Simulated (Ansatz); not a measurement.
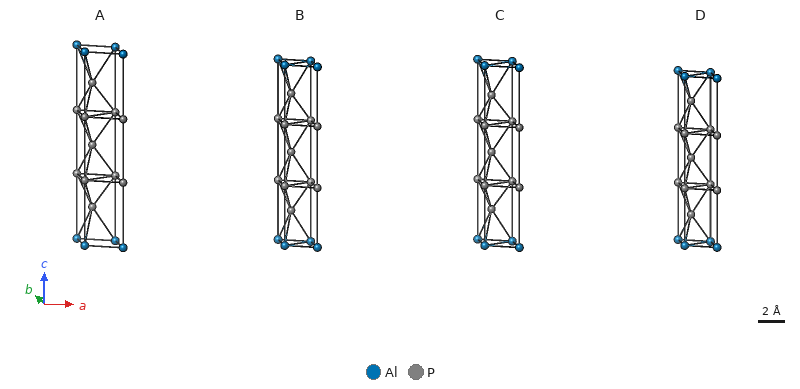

4 geometries from one relaxation of solid AlP5 (a generated structure, set up in P-6m2) (coarse preliminary run), in shuffled order. Style: ball-and-stick. Shown: the cell of the calculation, slightly off an axis.

Computed with DFT PBE, scalar-relativistic, plane waves, PAW (Ansatz 0.2.0). Settings: plane-wave cutoff 420 eV; k-point mesh 6 × 6 × 1; occupations gaussian; smearing width 0.1 eV; no spin polarisation; cell and atoms relaxed; force threshold 0.04 eV/Å; at most 70 steps.

Order the frames from highest to lowest energy.

Answer. A, C, B, D. They are steps 0, 2, 3, 9, at +724 meV per atom, +171 meV per atom, +44.5 meV per atom relative to the last. The largest moves relative to the cell, 0.20 Å, are those of P atoms. Al stays in place. The volume changes by −38.0 %, with a = b 3.238 → 2.729 Å (−15.7 %), c 15.676 → 13.687 Å (−12.7 %). Some distances before and after: Al–P 3.377 → 2.748 Å, P–P 3.238 → 2.729 Å, Al–Al 3.238 → 2.729 Å, P–P 3.176 → 2.721 Å. The space group stays P-6m2 (No. 187). Over 8 accepted moves (9 points after the start) the energy falls by 724 meV per atom. Largest force component: 0.46 eV/Å at the start, 0.018 eV/Å at the end. The pressure goes from −16.13 to 0.01 GPa. At 1 point the geometry stayed and the basis and grid were re-selected for the new cell (energy shift of 0.4 meV per atom at most each time). Cost: 58 s on 1 thread of Intel(R) Xeon(R) Processor @ 2.50GHz (Skylake/Cascade Lake) (shared host), peak memory 0.35 GiB.
